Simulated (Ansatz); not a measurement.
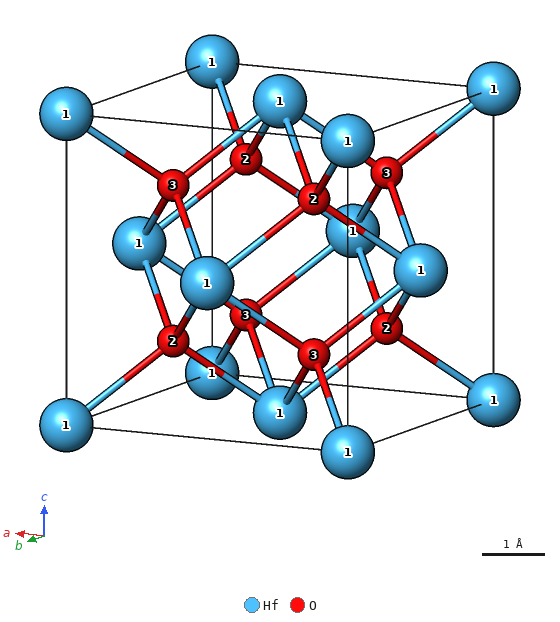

Figure 1. The starting structure (ball-and-stick view of the cell 4 times as large as that of the calculation, set on its symmetry axes, seen at an oblique angle; atoms are numbered from 1 in the order of the input). Near neighbours in the crystal (not all of them lie inside the picture): Hf has 8 O at 2.21 Å; O has 4 Hf at 2.21 Å.

# Run report: HfO$_{2}$, geometry relaxation (part 1 of 2)

HfO$_{2}$ (Fm-3m, 3 atoms in the cell), computed with DFT PBE, scalar-relativistic, plane waves, PAW, no spin polarisation (Ansatz 0.2.0).

The structure was built on a prototype by a generator; it need not be a known phase. Figures and captions count atoms from 1; the log counts them from 0 in places.

## The program's output
```
Engine: ansatz 0.2.0, aarch64-unknown-linux-gnu
Pseudopotentials: kind: paw
Pseudopotential: Hf, paw, valence charge 26, recommended cutoff 420 eV (normal), Hf.paw.azcp
Pseudopotential: O, paw, valence charge 6, recommended cutoff 420 eV (normal), O.paw.azcp
Functional definition: PBE
  parameter kappa = 0.804
  parameter beta = 0.06672455060314922
  exchange = pbe_x(kappa = kappa, mu = beta*pi^2/3)
  correlation = pbe_c(beta = beta)
Crystal: 3 atoms, lattice volume = 33.456 Å³
Basis set: ecut = 420 eV, 645 PW (Γ), exchange–correlation on 50×50×50 points (8 copies of the dense FFT grid, shifted against one another)
Bands: 23, of which v1, the nominal top of the filled ones, is band 19 counted from 1 (18 counted from 0)
Symmetry: 48 space group operations
Space group: Fm-3m (ITA 225), of the structure as read, at distance tolerance 3.2e-5 Å
k-points: 29 of 512
Non-local potential: Hf, projectors of the file, l = 0: 3, l = 1: 2, l = 2: 2, l = 3: 3
Non-local potential: O, projectors of the file, l = 0: 2, l = 1: 2, l = 2: 1
PAW form: soft (Blöchl's): semilocal exchange-correlation on the pseudo side does not see the compensation charge
PAW one-centre angular grid: Hf, 590 points (default); XC on 64 Gauss nodes
PAW one-centre angular grid: O, 110 points (default); XC on 64 Gauss nodes
Initial density: superposition of atomic densities (neutral atoms: chi_scale 0, normalization atom), corrected by the library's trained network
Initial wavefunctions: pseudopotential atomic-orbital guess
Functional: x = pbe(κ = 0.804, μ = 0.2195149727645171), c = pbe(β = 0.06672455060314922)
SCF iter   1: F=—  HF=-16861.406327 eV  |F-HF|=—  |Δ(HF+E_count)|=         —  Δρ=2.41e-3  dr2=1.40e-3  ethr=1.77e-3  ⟨swp⟩=4.9  Hψ=2468  notcnv=0
preconditioner: auto → none  [insulator: Δε(μ)=3.739 eV  Ē_g=18.148 eV  σ=0.020 eV  W_gap=1.00  n_scr=14 (ndim 8)  ℏωp=38.5 eV  f_vac=0.066  D(μ)=0.00/eV (n_scr^D=0)  ε∞_Penn≈5.5]
SCF iter   2: F=—  HF=-16861.407251 eV  |F-HF|=—  |Δ(HF+E_count)|=   9.25e-4  Δρ=1.83e-3  dr2=8.14e-4  ethr=3.69e-6  ⟨swp⟩=2.0  Hψ=1498  notcnv=0
SCF iter   3: F=—  HF=-16861.407138 eV  |F-HF|=—  |Δ(HF+E_count)|=   1.13e-4  Δρ=6.76e-4  dr2=5.74e-5  ethr=2.14e-6  ⟨swp⟩=2.0  Hψ=988  notcnv=0
SCF iter   4: F=—  HF=-16861.407420 eV  |F-HF|=—  |Δ(HF+E_count)|=   2.82e-4  Δρ=1.23e-4  dr2=4.30e-6  ethr=1.51e-7  ⟨swp⟩=2.0  Hψ=1233  notcnv=0
SCF iter   5: F=—  HF=-16861.407419 eV  |F-HF|=—  |Δ(HF+E_count)|=   8.23e-7  Δρ=5.54e-5  dr2=6.78e-7  ethr=1.13e-8  ⟨swp⟩=2.1  Hψ=859  notcnv=0
SCF iter   6: F=-16861.407419 eV  HF=-16861.407419 eV  |F-HF|=6.34e-8  |Δ(HF+E_count)|=   9.52e-8  Δρ=9.69e-6  dr2=1.59e-8  ethr=2.63e-10  ⟨swp⟩=3.1  Hψ=3031  notcnv=0
SCF 1 converged in 6 iterations: F = -16861.407419 eV  dr2 = 1.59e-8
  greatest PAW one-centre occupation: 0.999 electrons in one spin orbital (limit 2), on the Hf atom at site 0 (counted from 0), in its partial waves of l = 3
relax step   1: F+E_penalty+E_count = -16861.40741883 eV  Δ(F+E_penalty+E_count) = +0.000e0 eV  max|allowed force component| = 2.506e-18 eV/Å  Δτ_max = 0.0000 Å  P = -2.462 GPa  Ω = 33.456 Å³  (6 SCF iters, dr2 threshold 1.00e-7 eV, accepted)
Crystal: 3 atoms, lattice volume = 33.049 Å³
Initial density: handed on by an earlier stage of this run
Initial wavefunctions: those handed on with the density
iter 1 solved again at ethr=2.50e-6 eV; its pass at ethr=3.10e-3 eV (dr2=9.49e-4 eV) is discarded
SCF iter   1: F=—  HF=-16861.412144 eV  |F-HF|=—  |Δ(HF+E_count)|=         —  Δρ=1.64e-3  dr2=7.63e-4  ethr=2.50e-6  ⟨swp⟩=2.0  Hψ=3499  notcnv=0
preconditioner: auto → none  [insulator: Δε(μ)=3.755 eV  Ē_g=18.220 eV  σ=0.020 eV  W_gap=1.00  n_scr=14 (ndim 8)  ℏωp=38.8 eV  f_vac=0.067  D(μ)=0.00/eV (n_scr^D=0)  ε∞_Penn≈5.5]
SCF iter   2: F=—  HF=-16861.411958 eV  |F-HF|=—  |Δ(HF+E_count)|=   1.87e-4  Δρ=6.31e-4  dr2=1.27e-4  ethr=2.01e-6  ⟨swp⟩=2.0  Hψ=1123  notcnv=0
SCF iter   3: F=—  HF=-16861.412038 eV  |F-HF|=—  |Δ(HF+E_count)|=   8.05e-5  Δρ=3.86e-4  dr2=4.28e-5  ethr=3.34e-7  ⟨swp⟩=2.0  Hψ=1044  notcnv=0
SCF iter   4: F=—  HF=-16861.412032 eV  |F-HF|=—  |Δ(HF+E_count)|=   5.74e-6  Δρ=9.01e-5  dr2=1.30e-6  ethr=1.13e-7  ⟨swp⟩=2.0  Hψ=1102  notcnv=0
SCF iter   5: F=-16861.412033 eV  HF=-16861.412032 eV  |F-HF|=2.32e-7  |Δ(HF+E_count)|=   2.09e-7  Δρ=4.02e-5  dr2=2.54e-7  ethr=7.89e-10  ⟨swp⟩=5.6  Hψ=3032  notcnv=0
SCF 2 converged in 5 iterations: F = -16861.412033 eV  dr2 = 2.54e-7
relax step   2: F+E_penalty+E_count = -16861.41203272 eV  Δ(F+E_penalty+E_count) = -4.614e-3 eV  max|allowed force component| = 1.176e-17 eV/Å  Δτ_max = 0.0000 Å  P = +0.601 GPa  Ω = 33.049 Å³  energy of the carried Pulay correction = +2.210e-3 eV  (5 SCF iters, dr2 threshold 3.00e-7 eV, accepted)
Crystal: 3 atoms, lattice volume = 33.128 Å³
iter 1 solved again at ethr=9.59e-8 eV; its pass at ethr=3.10e-3 eV (dr2=3.64e-5 eV) is discarded
SCF iter   1: F=—  HF=-16861.411653 eV  |F-HF|=—  |Δ(HF+E_count)|=         —  Δρ=3.32e-4  dr2=2.91e-5  ethr=9.59e-8  ⟨swp⟩=2.0  Hψ=3429  notcnv=0
preconditioner: auto → none  [insulator: Δε(μ)=3.744 eV  Ē_g=18.200 eV  σ=0.020 eV  W_gap=1.00  n_scr=14 (ndim 8)  ℏωp=38.7 eV  f_vac=0.071  D(μ)=0.00/eV (n_scr^D=0)  ε∞_Penn≈5.5]
SCF iter   2: F=—  HF=-16861.411748 eV  |F-HF|=—  |Δ(HF+E_count)|=   9.44e-5  Δρ=1.18e-4  dr2=4.97e-6  ethr=7.67e-8  ⟨swp⟩=2.0  Hψ=1102  notcnv=0
SCF iter   3: F=—  HF=-16861.411747 eV  |F-HF|=—  |Δ(HF+E_count)|=   1.08e-6  Δρ=7.37e-5  dr2=1.45e-6  ethr=1.31e-8  ⟨swp⟩=2.0  Hψ=1068  notcnv=0
SCF iter   4: F=-16861.411746 eV  HF=-16861.411746 eV  |F-HF|=2.20e-8  |Δ(HF+E_count)|=   3.15e-7  Δρ=1.36e-5  dr2=3.21e-8  ethr=7.89e-10  ⟨swp⟩=3.0  Hψ=2786  notcnv=0
SCF 3 converged in 4 iterations: F = -16861.411746 eV  dr2 = 3.21e-8
relax step   3: F+E_penalty+E_count = -16861.41174638 eV  Δ(F+E_penalty+E_count) = +2.863e-4 eV  max|allowed force component| = 1.214e-17 eV/Å  Δτ_max = 0.0000 Å  P = -0.011 GPa  Ω = 33.128 Å³  energy of the carried Pulay correction = +1.779e-3 eV  (4 SCF iters, dr2 threshold 3.00e-7 eV, accepted)
Initial wavefunctions: pseudopotential atomic-orbital guess (no wavefunctions were taken with the density)
iter 1 solved again at ethr=3.12e-8 eV; its pass at ethr=3.10e-3 eV (dr2=1.19e-5 eV) is discarded
SCF iter   1: F=—  HF=-16861.410269 eV  |F-HF|=—  |Δ(HF+E_count)|=         —  Δρ=7.75e-5  dr2=2.72e-7  ethr=3.12e-8  ⟨swp⟩=3.2  Hψ=4553  notcnv=0
preconditioner: auto → none  [insulator: Δε(μ)=3.745 eV  Ē_g=18.201 eV  σ=0.020 eV  W_gap=1.00  n_scr=14 (ndim 8)  ℏωp=38.7 eV  f_vac=0.071  D(μ)=0.00/eV (n_scr^D=0)  ε∞_Penn≈5.5]
SCF iter   2: F=—  HF=-16861.410370 eV  |F-HF|=—  |Δ(HF+E_count)|=   1.01e-4  Δρ=3.91e-5  dr2=1.60e-7  ethr=7.16e-10  ⟨swp⟩=2.0  Hψ=1218  notcnv=0
SCF iter   3: F=—  HF=-16861.410370 eV  |F-HF|=—  |Δ(HF+E_count)|=   1.07e-7  Δρ=2.17e-5  dr2=6.33e-8  ethr=4.21e-10  ⟨swp⟩=2.2  Hψ=1112  notcnv=0
SCF iter   4: F=—  HF=-16861.410370 eV  |F-HF|=—  |Δ(HF+E_count)|=   1.46e-8  Δρ=2.61e-6  dr2=1.09e-9  ethr=1.67e-10  ⟨swp⟩=2.0  Hψ=1102  notcnv=0
SCF iter   5: F=—  HF=-16861.410370 eV  |F-HF|=—  |Δ(HF+E_count)|=  8.40e-10  Δρ=7.90e-7  dr2=1.31e-10  ethr=2.86e-12  ⟨swp⟩=2.0  Hψ=1214  notcnv=0
SCF iter   6: F=-16861.410370 eV  HF=-16861.410370 eV  |F-HF|=2.18e-11  |Δ(HF+E_count)|=  4.73e-11  Δρ=3.22e-7  dr2=2.57e-11  ethr=1.00e-12  ⟨swp⟩=5.7  Hψ=3238  notcnv=0
SCF 4 converged in 6 iterations: F = -16861.410370 eV  dr2 = 2.57e-11
relax step   4: F+E_penalty+E_count = -16861.41036973 eV  Δ(F+E_penalty+E_count) = +1.377e-3 eV  max|allowed force component| = 1.542e-17 eV/Å  Δτ_max = 0.0000 Å  P = -0.095 GPa  Ω = 33.128 Å³  stress off target by 9.50e-2 GPa  SCF on the basis re-selected at this cell (its energy is not comparable with the rows above)  (6 SCF iters)
basis re-selected at this cell: Δ(F+E_penalty+E_count) = +1.377e-3 eV, ΔP = -0.084 GPa vs the last step (what re-selecting the basis moved, of the pressure what is left beyond the Pulay correction that the steps carried, after the strain that the cell walked since its last selection, with what the two solves' SCF thresholds leave and, on support functions, any second-order correction that the steps lacked; it is no measure of the basis error at this ecutwfc). This SCF's stress stands 9.50e-2 GPa from its target on what of the cell is left free (relax.cell.stress_tol is 5.00e-2 GPa) and its largest allowed force component is 1.54e-17 eV/Å (relax.f_tol is 5.00e-3 eV/Å): not within both, so this SCF does not close the relaxation
Crystal: 3 atoms, lattice volume = 33.116 Å³
iter 1 solved again at ethr=2.23e-9 eV; its pass at ethr=3.10e-3 eV (dr2=8.49e-7 eV) is discarded
SCF iter   1: F=—  HF=-16861.410338 eV  |F-HF|=—  |Δ(HF+E_count)|=         —  Δρ=4.82e-5  dr2=6.79e-7  ethr=2.23e-9  ⟨swp⟩=2.0  Hψ=3430  notcnv=0
preconditioner: auto → none  [insulator: Δε(μ)=3.746 eV  Ē_g=18.203 eV  σ=0.020 eV  W_gap=1.00  n_scr=14 (ndim 8)  ℏωp=38.7 eV  f_vac=0.071  D(μ)=0.00/eV (n_scr^D=0)  ε∞_Penn≈5.5]
SCF iter   2: F=—  HF=-16861.410440 eV  |F-HF|=—  |Δ(HF+E_count)|=   1.02e-4  Δρ=1.56e-5  dr2=7.23e-8  ethr=1.79e-9  ⟨swp⟩=2.0  Hψ=1189  notcnv=0
SCF iter   3: F=—  HF=-16861.410440 eV  |F-HF|=—  |Δ(HF+E_count)|=   6.22e-9  Δρ=9.16e-6  dr2=2.43e-8  ethr=5.94e-11  ⟨swp⟩=4.4  Hψ=2457  notcnv=0
SCF iter   4: F=-16861.410440 eV  HF=-16861.410440 eV  |F-HF|=1.80e-9  |Δ(HF+E_count)|=  8.88e-10  Δρ=3.29e-6  dr2=2.14e-9  ethr=5.94e-11  ⟨swp⟩=4.1  Hψ=2272  notcnv=0
SCF 5 converged in 4 iterations: F = -16861.410440 eV  dr2 = 2.14e-9
relax step   5: F+E_penalty+E_count = -16861.41043957 eV  Δ(F+E_penalty+E_count) = -6.984e-5 eV  max|allowed force component| = 1.291e-17 eV/Å  Δτ_max = 0.0000 Å  P = -0.002 GPa  Ω = 33.116 Å³  energy of the carried Pulay correction = +6.611e-5 eV  (4 SCF iters, dr2 threshold 2.26e-8 eV, accepted)
iter 1 solved again at ethr=3.04e-8 eV; its pass at ethr=3.10e-3 eV (dr2=1.16e-5 eV) is discarded
SCF iter   1: F=—  HF=-16861.410022 eV  |F-HF|=—  |Δ(HF+E_count)|=         —  Δρ=2.11e-5  dr2=3.66e-8  ethr=3.04e-8  ⟨swp⟩=3.2  Hψ=4562  notcnv=0
SCF iter   2: F=—  HF=-16861.410123 eV  |F-HF|=—  |Δ(HF+E_count)|=   1.01e-4  Δρ=1.36e-5  dr2=4.82e-8  ethr=9.64e-11  ⟨swp⟩=2.9  Hψ=1336  notcnv=0
SCF iter   3: F=—  HF=-16861.410123 eV  |F-HF|=—  |Δ(HF+E_count)|=   9.45e-9  Δρ=6.87e-6  dr2=2.55e-9  ethr=9.64e-11  ⟨swp⟩=2.4  Hψ=1120  notcnv=0
SCF iter   4: F=—  HF=-16861.410123 eV  |F-HF|=—  |Δ(HF+E_count)|=   3.69e-9  Δρ=1.51e-6  dr2=7.38e-10  ethr=6.72e-12  ⟨swp⟩=2.0  Hψ=1187  notcnv=0
SCF iter   5: F=-16861.410123 eV  HF=-16861.410123 eV  |F-HF|=0.00e0  |Δ(HF+E_count)|=  1.46e-10  Δρ=3.52e-7  dr2=1.77e-11  ethr=1.00e-12  ⟨swp⟩=4.8  Hψ=3720  notcnv=0
SCF 6 converged in 5 iterations: F = -16861.410123 eV  dr2 = 1.77e-11
relax step   6: F+E_penalty+E_count = -16861.41012329 eV  Δ(F+E_penalty+E_count) = +3.163e-4 eV  max|allowed force component| = 1.002e-17 eV/Å  Δτ_max = 0.0000 Å  P = -0.004 GPa  Ω = 33.116 Å³  stress off target by 4.01e-3 GPa  SCF on the basis re-selected at this cell (its energy is not comparable with the rows above)  (5 SCF iters)
```

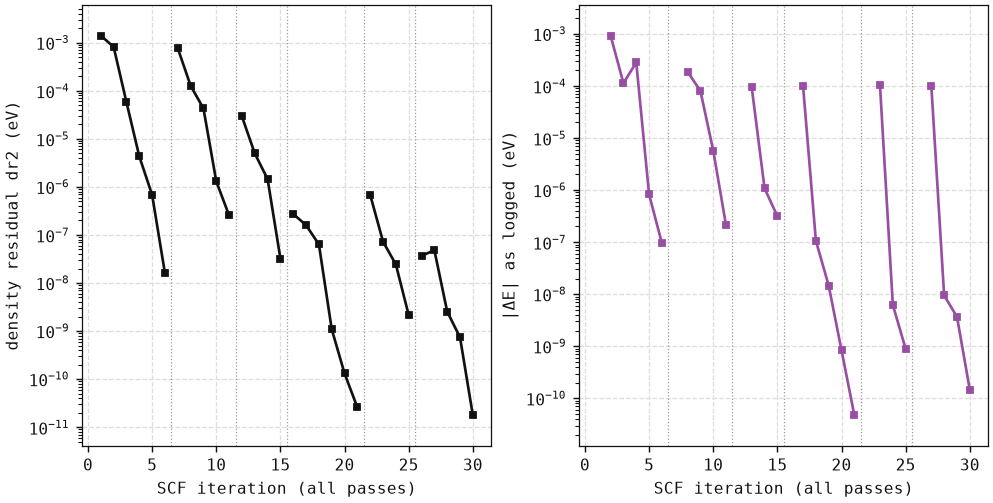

Figure 2. Convergence of the self-consistent field: density residual dr2 and size of the energy change against the SCF iteration. The dotted lines part the SCF passes of the relaxation: geometry steps, rejected trials and re-solves on a re-selected basis. The 6 passes take 4 to 6 iterations each, 30 in all.
